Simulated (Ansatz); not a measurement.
**AlP: single-point calculation**

The run: single-point calculation of AlP (F-43m, 2 atoms in the cell). Method and program: DFT, r2SCAN, plane waves, PAW, no spin polarisation (Ansatz 0.2.0).

The structure derives from an entry of the Crystallography Open Database. The geometry comes from this level: r2SCAN. It belongs to a series of runs on one base structure; here: volume -6%.

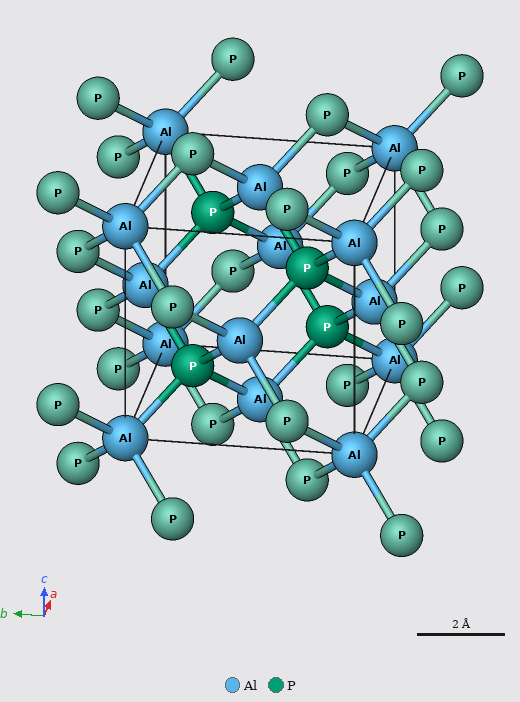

Figure 1. The structure (ball-and-stick view of the cell 4 times as large as that of the calculation, set on its symmetry axes, seen at an oblique angle; neighbours outside the cell are drawn fainter).

Results in brief

| quantity | value |
| --- | --- |
| outcome | converged |
| space group (tolerance 0.01 Å) | F-43m (216) |
| electrons treated | 8 |
| free energy | −1301.0128 eV |
| Fermi energy | 5.400 eV |
| gap on the k-point mesh | 1.81 eV |
| pressure | 6.40 GPa |
| largest force (length of the vector) | under 0.001 eV/Å |
| hardware | 2 threads of Arm Neoverse V2, 24 GiB of memory available, shared host |
| wall time | 1.1 s (CPU time 1.9 s) |
| peak memory | 0.36 GiB |

Remarks

The cell is under a pressure of 6.4 GPa at this level, so it is not at its equilibrium volume.

The input
```yaml
crystal:
  lattice:
    - [0.0, 2.6833418232, 2.6833418232]
    - [2.6833418232, 0.0, 2.6833418232]
    - [2.6833418232, 2.6833418232, 0.0]
  atoms:
    - { symbol: Al, position: [0.0, 0.0, 0.0] }
    - { symbol: P, position: [0.25, 0.25, 0.25] }
kpoints:
  mp_grid: { grid: [6, 6, 6] }
hamiltonian:
  xc: r2scan
scf:
  occupations: { method: fixed }
  n_extra_bands: 4
output:
  forces: true
  stress: true
  eigenvalues: true
```

Run as:
```bash
ansatz run input.yaml --threads 2 --pin off --max-ram 2764MiB --backend cpu --events-out ev --progress --plain --runs-dir out
```

Log
```
scf.n_extra_bands = 4 over 4 filled bands (N_el = 8.0): the run solves 8 bands
Engine: ansatz 0.2.0, aarch64-unknown-linux-gnu
Pseudopotentials: kind: paw
Pseudopotential: Al, paw, valence charge 3, recommended cutoff 500 eV (meta_gga), Al.paw.azcp
Pseudopotential: P, paw, valence charge 5, recommended cutoff 500 eV (meta_gga), P.paw.azcp
Functional definition: r2SCAN
  parameter k0 = 0.174
  parameter k1 = 0.065
  parameter a1 = 4.9479
  exchange = r2scan_x(k0 = k0, k1 = k1, a1 = a1)
  correlation = r2scan_c
Crystal: 2 atoms, lattice volume = 38.642 Å³
Basis set: ecut = 500 eV, 941 PW (Γ), exchange–correlation on 120×120×120 points (64 copies of the dense FFT grid, shifted against one another)
Bands: 8, of which v1, the nominal top of the filled ones, is band 4 counted from 1 (3 counted from 0)
Symmetry: 24 space group operations
Space group: F-43m (ITA 216), of the structure as read, at distance tolerance 3.4e-5 Å
k-points: 16 of 216 (time reversal used)
Non-local potential: Al, projectors of the file, l = 0: 2, l = 1: 2, l = 2: 1
Non-local potential: P, projectors of the file, l = 0: 2, l = 1: 2, l = 2: 2
PAW form: soft (Blöchl's): semilocal exchange-correlation on the pseudo side does not see the compensation charge
PAW frozen core: Al, regenerated for the run's functional (the file was generated under x = pbe(κ = 0.804, μ = 0.2195149727645171), c = pbe(β = 0.06672455060314922))
PAW frozen core: P, regenerated for the run's functional (the file was generated under x = pbe(κ = 0.804, μ = 0.2195149727645171), c = pbe(β = 0.06672455060314922))
PAW one-centre angular grid: Al, 302 points (default); XC on 160 Gauss nodes
PAW one-centre angular grid: P, 302 points (default); XC on 160 Gauss nodes
Initial density: superposition of atomic densities (neutral atoms: chi_scale 0, normalization atom), corrected by the library's trained network
Initial wavefunctions: pseudopotential atomic-orbital guess
Functional: x = r2scan, c = r2scan; τ floored in thin density (d = 2e-4 eV/Å³)
SCF iter   1: F=—  HF=-1300.976954 eV  |F-HF|=—  |Δ(HF+E_count)|=         —  Δρ=2.97e-3  dr2=2.71e-3  dr2_τ=1.62e-2  ethr=1.77e-3  ⟨swp⟩=5.2  Hψ=950  notcnv=0  defer=27
preconditioner: auto → none  [insulator: Δε(μ)=1.749 eV  Ē_g=10.909 eV  n_scr=8 (ndim 8)  ℏωp=16.9 eV  f_vac=0.000  ε∞_Penn≈3.4]
SCF iter   2: F=—  HF=-1301.012722 eV  |F-HF|=—  |Δ(HF+E_count)|=   3.58e-2  Δρ=2.08e-3  dr2=1.30e-3  dr2_τ=1.97e-5  ethr=3.39e-5  ⟨swp⟩=3.1  Hψ=393  notcnv=0  defer=29
SCF iter   3: F=—  HF=-1301.012819 eV  |F-HF|=—  |Δ(HF+E_count)|=   9.70e-5  Δρ=9.92e-4  dr2=5.88e-4  dr2_τ=5.98e-6  ethr=1.62e-5  ⟨swp⟩=2.7  Hψ=242  notcnv=0  defer=28
SCF iter   4: F=—  HF=-1301.012803 eV  |F-HF|=—  |Δ(HF+E_count)|=   1.59e-5  Δρ=2.78e-4  dr2=4.10e-5  dr2_τ=2.65e-7  ethr=7.35e-6  ⟨swp⟩=2.7  Hψ=222  notcnv=0  defer=28
SCF iter   5: F=—  HF=-1301.012814 eV  |F-HF|=—  |Δ(HF+E_count)|=   1.11e-5  Δρ=1.98e-5  dr2=1.56e-7  dr2_τ=5.74e-9  ethr=5.12e-7  ⟨swp⟩=2.3  Hψ=185  notcnv=0  defer=22
SCF iter   6: F=-1301.012814 eV  HF=-1301.012814 eV  |F-HF|=4.37e-9  |Δ(HF+E_count)|=   1.04e-7  Δρ=4.69e-6  dr2=5.48e-9  dr2_τ=1.46e-10  ethr=1.25e-9  ⟨swp⟩=9.4  Hψ=977  notcnv=0
SCF 1 converged in 6 iterations: F = -1301.012814 eV  dr2 = 5.48e-9
  greatest PAW one-centre occupation: 0.779 electrons in one spin orbital (limit 2), on the P atom at site 1 (counted from 0), in its partial waves of l = 0
```

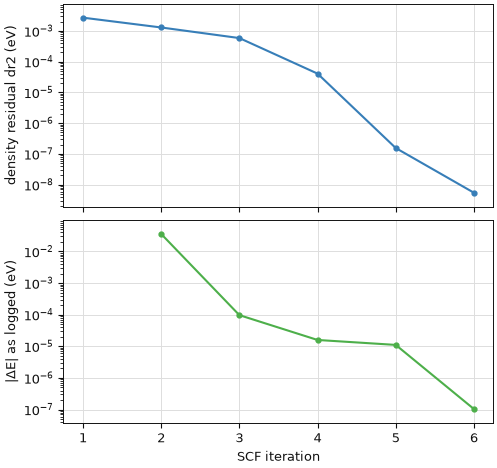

Figure 2. Convergence of the self-consistent field: density residual dr2 and size of the energy change against the SCF iteration. The residual falls at every step.

```
SCF converged after 6 iterations
Free energy (F): -1301.012814 eV
Harris-Foulkes:  -1301.012814 eV  (|F-HF|=4.37e-9)
Internal energy: -1301.012814 eV  (E = F + TS)
E sigma→0 (E₀):  -1301.012814 eV
Fermi energy:    5.399746 eV
--- Per-component energies (eV) ---
  E_band       = 5.367945
  E_kinetic    = 96.081439
  E_local      = -77.911750  (includes V_loc(G=0)·N_el)
  E_nonlocal   = 43.947964
  E_hartree    = 24.285339
  E_xc         = -96.539103
  E_vxc        = -97.849747  (∫ρ·V_xc dr)
  E_paw        = -1049.317727  (= ΣΔE_a)
  E_vpaw       = -11.570623  (= ΣTr[D̂ρ^β])
  E_aug_tail   = -0.000000  (compensation charges beyond the density's cutoff)
  E_vtau       = 4.099843  (kinetic-family band-sum trace: ∫τ·v_τ [+ j·A + Jᵃ·Aᵃ] dr)
  E_ewald      = -241.408027
  E_core_change = -0.150950  (= ΣΔE_core)
  E_smearing   = -0.000000  (= −TS)
  E_closure    = 0.000000  (closes the sum)
  Σ components = -1301.012814   (vs F -1301.012814, Δ=0.00e0)
--- Forces (eV/Å), atoms counted from 1 ---
  atom   1  Al     0.00000000    -0.00000000     0.00000000
  atom   2  P     -0.00000000     0.00000000     0.00000000
  max |Σ_I F_I| component: 9.25e-17 eV/Å
--- Stress (GPa, compression-positive) ---
        6.399774      -0.000000      -0.000000
       -0.000000       6.399774       0.000000
       -0.000000       0.000000       6.399774
  P = ⅓ Tr σ = 6.3998 GPa (63.998 kbar)
--- Band table (eV; the first three rows and the last of 16) ---
  k-point 0: bands = ["-6.9077", "5.3997", "5.3997", "5.3997", "9.8813", "10.4366", "10.4366", "10.4366"]
  k-point 1: bands = ["-6.5725", "3.4752", "5.1377", "5.1377", "9.8036", "10.9094", "10.9094", "12.0030"]
  k-point 2: bands = ["-5.6937", "0.7991", "4.7357", "4.7357", "9.1743", "10.8959", "10.8959", "14.3218"]
  k-point 15: bands = ["-4.2409", "0.0921", "2.2189", "2.4990", "9.0639", "10.2093", "13.8793", "14.2189"]
```

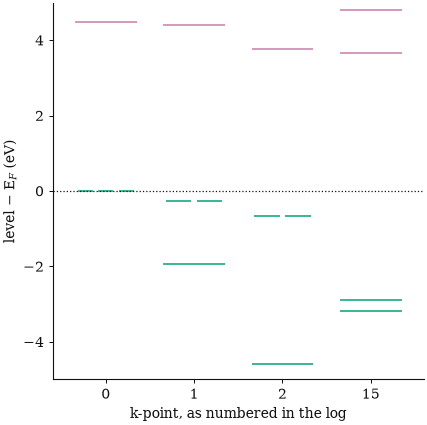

Figure 3. Kohn–Sham levels near the Fermi level (dotted) at the few k-points that the log prints; levels within 0.02 eV of each other stand side by side. Among these points the highest filled and lowest empty levels are 3.66 eV apart; the gap on the full mesh, 1.81 eV, has an edge at a point that isn't printed.
